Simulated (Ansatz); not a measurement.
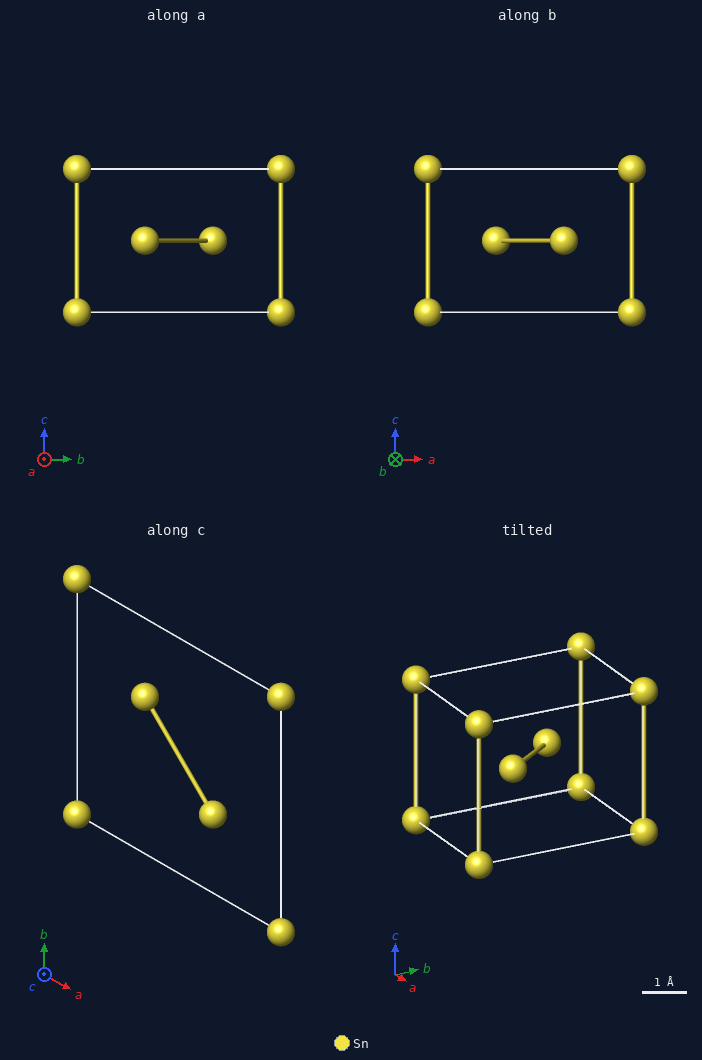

Shown here is a ball-and-stick view of the crystal, taken along the a axis, along the b axis, along the c axis and slightly off an axis. One conventional unit cell is outlined, and atoms on its boundary appear in each equivalent place.

Lattice parameters: a = 5.4025 Å, b = 5.4025 Å, c = 3.2897 Å, α = 90.000°, β = 90.000°, γ = 120.000°.

Give the atomic positions as a CIF with its space group and independent sites.

```cif
data_structure
_symmetry_space_group_name_H-M 'P 6/m m m'
_symmetry_Int_Tables_number 191
_cell_length_a 5.4025
_cell_length_b 5.4025
_cell_length_c 3.2897
_cell_angle_alpha 90.000
_cell_angle_beta 90.000
_cell_angle_gamma 120.000
_cell_volume 83.15
loop_
_atom_site_label
_atom_site_type_symbol
_atom_site_symmetry_multiplicity
_atom_site_Wyckoff_symbol
_atom_site_fract_x
_atom_site_fract_y
_atom_site_fract_z
_atom_site_occupancy
Sn1 Sn 1 a 0.0000 0.0000 0.0000 1
Sn2 Sn 2 d 0.3333 0.6667 0.5000 1
```

Starting structure: a structure type filled with this element by a generator (whether the element takes this form wasn't checked). Earlier steps of the study may have refined or changed the cell and positions. It was run through Ansatz as a DFT input.
